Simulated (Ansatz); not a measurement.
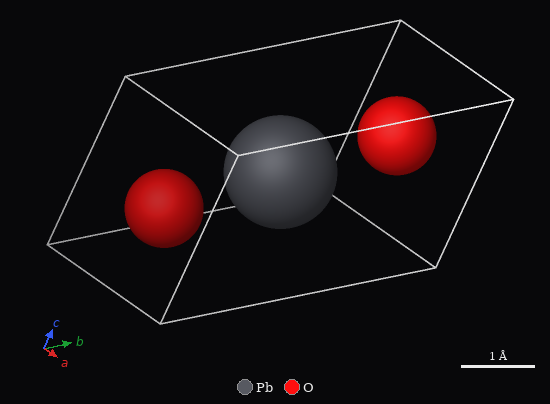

Structure drawing (spheres-only), viewed slightly off an axis. Lines trace the edges of the simulation cell.

Here is the input:
```yaml
crystal:
  lattice:
    - [1.7417882339, 1.0056219057, 3.941013155]
    - [-1.7417882339, 1.0056219057, 3.941013155]
    - [0.0, -2.0112438115, 3.941013155]
  atoms:
    - { symbol: Pb, position: [0.5, 0.5, 0.5] }
    - { symbol: O, position: [0.7495960413, 0.7495960413, 0.7495960413] }
    - { symbol: O, position: [0.2504039587, 0.2504039587, 0.2504039587] }
basis:
  ecutwfc: 500
kpoints:
  mp_grid: { grid: [18, 18, 18] }
  band_path:
    path:
      - [[0.0, 0.0, 0.0], [0.5, 0.5, 0.5], [0.78992607, 0.21007393, 0.5]]
      - [[0.5, -0.21007393, 0.21007393], [0.5, 0.0, 0.0], [0.0, 0.0, 0.0], [0.35503697, -0.35503697, 0.0]]
      - [[0.64496303, 0.0, 0.35503697], [0.5, 0.0, 0.5], [0.0, 0.0, 0.0]]
    npoints: 14
hamiltonian:
  xc: r2scan
scf:
  occupations: { method: gaussian, width: 0.1 }
  n_extra_bands: 7
output:
  forces: true
  stress: true
  eigenvalues: true
  populations: true
  dos: { projected: true, de: 0.02, nscf_kmesh: { grid: [22, 22, 22] } }
  bader: true
  write_density: true
  write_potential: true
  elf: true
  volumetric_format: npy
```
Run as:
```sh
ansatz run input.yaml --threads 1 --pin off --max-ram 2048MiB --backend cpu --events-out ev --progress --plain --runs-dir out
```

Results below were computed with DFT r2SCAN, scalar-relativistic, plane waves, PAW (Ansatz); the settings were 500 eV cutoff, an 18×18×18 mesh of k-points, Gaussian smearing of 0.1 eV, no spin polarisation.

What does a Bader analysis give?

Pb +2.09 e; O -1.05 e.

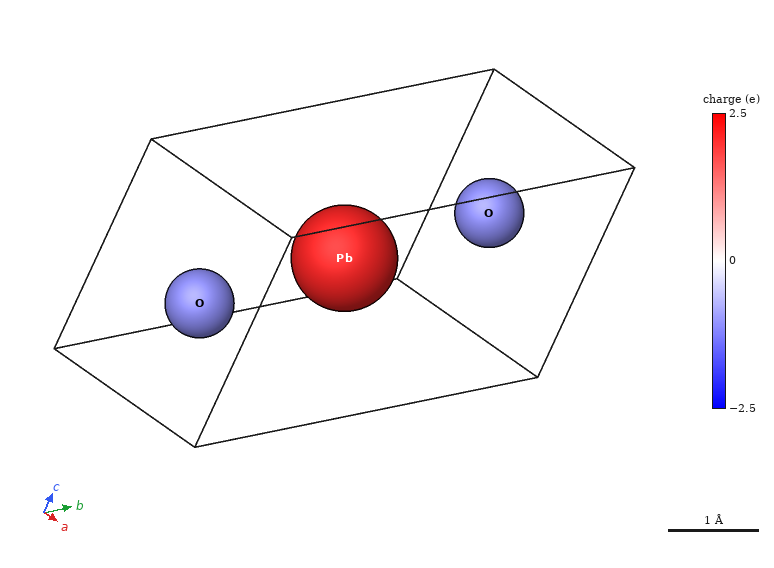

The atoms coloured by those charges.

It goes back to a structure type filled with these elements by a generator (whether the compound takes this form wasn't checked). Earlier steps of the study may have refined or changed the cell and positions. Ansatz was used for an electronic-structure calculation on it.
